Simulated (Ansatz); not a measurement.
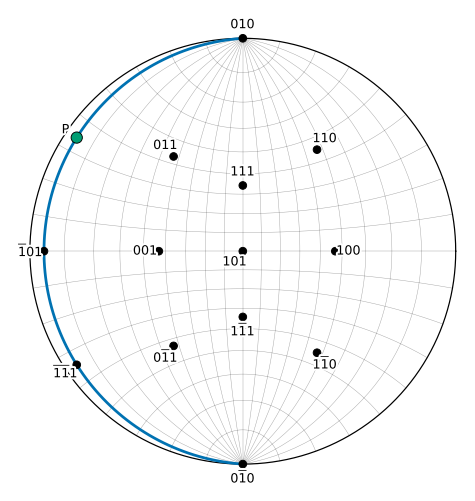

For Ca, the end point of a relaxation with DFT PBE, scalar-relativistic, plane waves, PAW in Ansatz 0.2.0: stereographic projection of plane normals (upper hemisphere) centred on (1 0 1). Symmetry computed with spglib at a tolerance of 0.002 Å; standard conventional cell.

a = 4.483 Å, b = 4.483 Å, c = 4.187 Å, α = 90.00°, β = 90.00°, γ = 90.00°.

Index the pole marked P.

P is (−1 1 1), 86.8° from the centre.

Which zone does the coloured great circle trace?

The zone [1 0 1]: its poles satisfy h + l = 0.

What is the angle between the normals of (1 −1 1) and (1 0 0), and what are their d_hkl = 1/|g|?

55.7°; d = 2.527 Å and 4.483 Å.
